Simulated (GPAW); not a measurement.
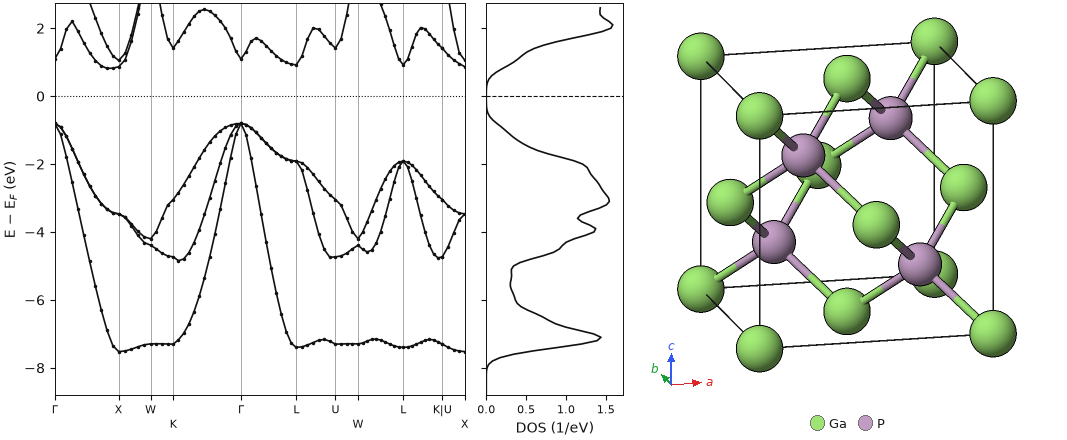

Band structure and density of states, beside the structure. Energies are counted from the Fermi level. The DOS curve is built from the levels of the k mesh with Gaussians 0.55 eV wide, which also blur the band edges; ripples of that width can come from the mesh.

System: zincblende GaP, space group F-43m, 2 atoms in the primitive cell.

```cif
data_structure
_symmetry_space_group_name_H-M 'P 1'
_symmetry_Int_Tables_number 1
_cell_length_a 3.8541
_cell_length_b 3.8541
_cell_length_c 3.8541
_cell_angle_alpha 60.000
_cell_angle_beta 60.000
_cell_angle_gamma 60.000
_cell_volume 40.48
loop_
_atom_site_label
_atom_site_type_symbol
_atom_site_fract_x
_atom_site_fract_y
_atom_site_fract_z
_atom_site_occupancy
Ga1 Ga 0.00000 0.00000 0.00000 1
P1 P 0.25000 0.25000 0.25000 1
```

Method: PBE, PAW data sets generated in the run's folder for this functional, no spin polarisation, no spin-orbit coupling, 8×8×8 k mesh, 600 eV cutoff (GPAW).

Read off the fundamental gap and say whether it is direct.

Answer. A semiconductor. The gap along this path is 1.62 eV and indirect, from the valence-band top at Γ to the conduction-band bottom between Γ and X; the smallest direct gap is 1.90 eV, at Γ. At X the lowest conduction band lies only 0.05 eV higher.

What are the direct gaps at K, U and L?

Answer. The direct gaps are 4.46 eV at K, 4.46 eV at U and 2.83 eV at L.

Measured GaP has its conduction bottom near X; the order of its valleys hangs on the functional and the volume. LDA, GGA and most meta-GGA functionals understate gaps. The cell is at 5 GPa in this functional. The potentials hold the d shell of Ga in the core, which widens gaps.
